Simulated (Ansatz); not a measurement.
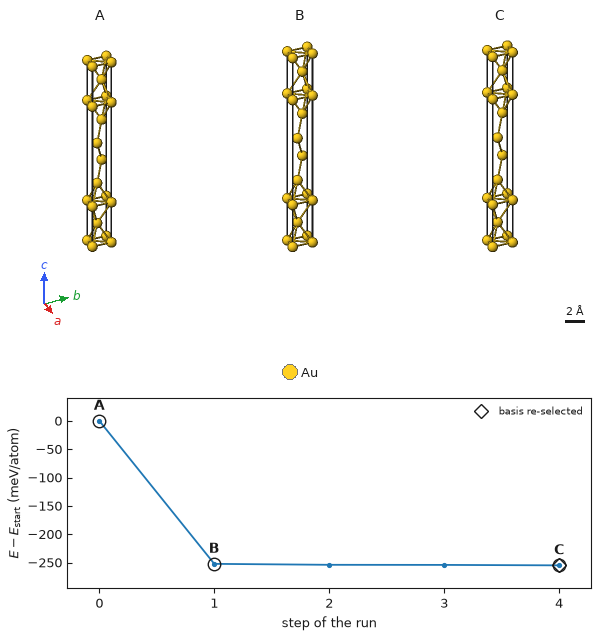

Frames of a relaxation of crystalline Au (a generated structure, set up in R-3m) (coarse preliminary run), marked on the history of the run. The picture is a ball-and-stick view of the conventional cell (3 times the calculation's cell), seen slightly off an axis. Lengths and directions refer to the drawn axes.

Case: Ag → Au on all its sites, cell and atoms relaxed.

The calculation used DFT PBEsol, scalar-relativistic, plane waves, PAW in Ansatz.

Input
```yaml
crystal:
  lattice:
    - [1.3732921441, 0.792870589, 6.7207604737]
    - [-1.3732921441, 0.792870589, 6.7207604737]
    - [0.0, -1.5857411781, 6.7207604737]
  atoms:
    - { symbol: Au, position: [0.0, 0.0, 0.0] }
    - { symbol: Au, position: [0.7776871195, 0.7776871195, 0.7776871195] }
    - { symbol: Au, position: [0.2223128805, 0.2223128805, 0.2223128805] }
basis:
  ecutwfc: 420
kpoints:
  mp_grid: { grid: [12, 12, 12] }
hamiltonian:
  xc: pbesol
scf:
  occupations: { method: gaussian, width: 0.1 }
output:
  forces: true
  stress: true
  eigenvalues: true
relax:
  adjacent_minimum: "off"
  f_tol: 0.05
  max_steps: 60
  cell: { stress_tol: 0.5 }
```

Command:
```bash
ansatz run input.yaml --threads 1 --pin off --max-ram 2560MiB --backend cpu --events-out ev --progress --plain --runs-dir out
```

Q: Describe the path.

A: After 3 accepted moves (4 points after the start) the energy has fallen by 255 meV per atom. The largest force component goes from 0.048 to 0.0023 eV/Å. The pressure goes from 40.42 to 0.02 GPa. The SCF was repeated once at an unchanged geometry on a basis and grid sized afresh for the cell, which shifted the energy by 0.8 meV per atom at most. The atoms keep their places relative to the cell (all moves are under 0.005 Å). The volume changes by +16.3 %, with a = b 2.747 → 2.883 Å (+5.0 %), c 20.162 → 21.284 Å (+5.6 %). Near-neighbour distances that change, for instance: Au2–Au3 2.748 → 2.900 Å, Au1–Au2 2.743 → 2.888 Å, Au1–Au1 2.747 → 2.883 Å. The space group stays R-3m (No. 166). Cost: 53 s on 1 thread of Arm Neoverse V2, on a shared host, peak memory 0.49 GiB. From step 0 to 1: volume +14.7 %, energy −252 meV per atom. From step 1 to 4: volume +1.4 %, energy −2.6 meV per atom.

| step | E − E(0), meV/atom | largest force component, eV/Å | pressure, GPa | volume, Å³/atom | note |
| --- | --- | --- | --- | --- | --- |
| 0 | 0.00 | 0.0483 | 40.42 | 14.636 |  |
| 1 | -252.28 | 0.0011 | 2.55 | 16.788 |  |
| 2 | -253.95 | 0.0024 | 0.74 | 16.955 |  |
| 3 | -254.12 | 0.0024 | 0.00 | 17.026 |  |
| 4 | -254.91 | 0.0023 | 0.02 | 17.026 | same geometry, new basis |
